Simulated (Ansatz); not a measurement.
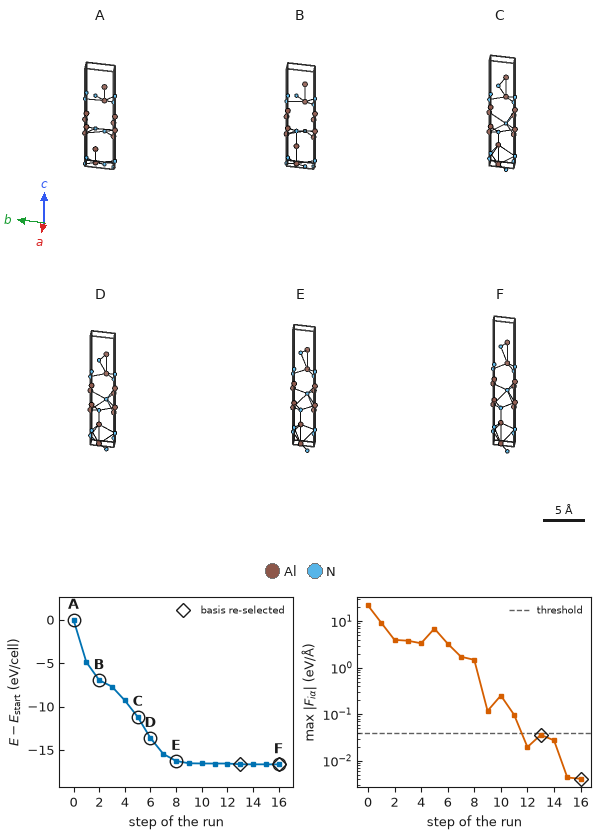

Frames of a relaxation of a crystal of AlN (a generated structure, set up in R3m) (coarse preliminary run), marked on the history of the run. Style: ball-and-stick. Shown: the conventional cell (3 times the calculation's cell), from a free direction. Lengths and directions refer to the drawn axes.

Computed with Ansatz 0.2.0, DFT PBE, scalar-relativistic, plane waves, PAW. (plane-wave cutoff 420 eV; k-point mesh 6 × 6 × 6; occupations gaussian; smearing width 0.1 eV; no spin polarisation; cell and atoms relaxed; force threshold 0.04 eV/Å; at most 70 steps)

What happens along the run?

The largest move relative to the cell is that of an N atom, 1.27 Å along +c. Largest moves by element: N 1.27 Å, Al 0.26 Å. The drawn cell changes as follows: a = b 4.164 → 3.028 Å (−27.3 %), c 12.246 → 15.509 Å (+26.6 %); the volume changes by −33.0 %. Among the contacts that change: Al–Al 1.702 → 2.606 Å, Al–N 2.820 → 1.920 Å, Al–N 2.575 → 1.867 Å, Al–N 2.412 → 1.882 Å. New bonds form: Al–N (2.58 → 1.87 Å), Al–N (2.82 → 1.92 Å). Among the angles between lasting bonds that change: Al–Al–N 85.4° → 111.7°, Al–N–Al 119.4° → 107.1°, N–Al–N 119.4° → 107.1°. The space group stays R3m (No. 160). The energy falls by 16.641 eV per cell of the calculation in 14 accepted moves (16 points after the start). Largest force component: 22 eV/Å at the start, 0.0041 eV/Å at the end. The pressure goes from 11.74 to 0.06 GPa. The SCF was repeated twice at an unchanged geometry on a basis and grid sized afresh for the cell, which shifted the energy by 88.4 meV per cell of the calculation at most. Cost: 76 s on 1 thread of Intel(R) Xeon(R) Processor @ 2.70GHz (shared host), peak memory 0.38 GiB. From step 0 to 2: an Al atom moves most (0.37 Å), volume −10.2 %, energy −6.948 eV per cell of the calculation. From step 2 to 5: an N atom moves most (0.55 Å), volume −12.5 %, energy −4.224 eV per cell of the calculation. From step 5 to 6: an N atom moves most (0.22 Å), volume −4.6 %, energy −2.441 eV per cell of the calculation. From step 6 to 8: an N atom moves most (0.34 Å), volume −15.6 %, energy −2.638 eV per cell of the calculation. From step 8 to 16: Al and N atoms move most (0.05 Å), volume +5.8 %, energy −0.391 eV per cell of the calculation.

```
step  E − E(0), meV/atom  largest force component, eV/Å  pressure, GPa  volume, Å³/atom                      note
   0                0.00                        21.9616          11.74           15.326                          
   1            -1216.68                         9.3260          -1.48           14.445                          
   2            -1736.96                         3.9823          -2.01           13.762                          
   3            -1922.54                         3.8220           2.96           13.427                          
   4            -2320.38                         3.3637          -4.56           13.058                          
   5            -2792.93                         6.9666          -2.51           12.048                          
   6            -3403.12                         3.3055         -10.80           11.498                          
   7            -3861.64                         1.7274          -5.12           10.700                          
   8            -4062.64                         1.4812          13.74            9.705                          
   9            -4130.05                         0.1180           5.95            9.851                          
  10            -4135.15                         0.2527           0.51           10.066                          
  11            -4136.27                         0.0970           0.09           10.148                          
  12            -4136.30                         0.0197           0.01           10.156                          
  13            -4158.41                         0.0360           1.69           10.156  same geometry, new basis
  14            -4159.97                         0.0275           0.20           10.246                          
  15            -4159.94                         0.0044           0.00           10.265                          
  16            -4160.36                         0.0041           0.06           10.265  same geometry, new basis
```
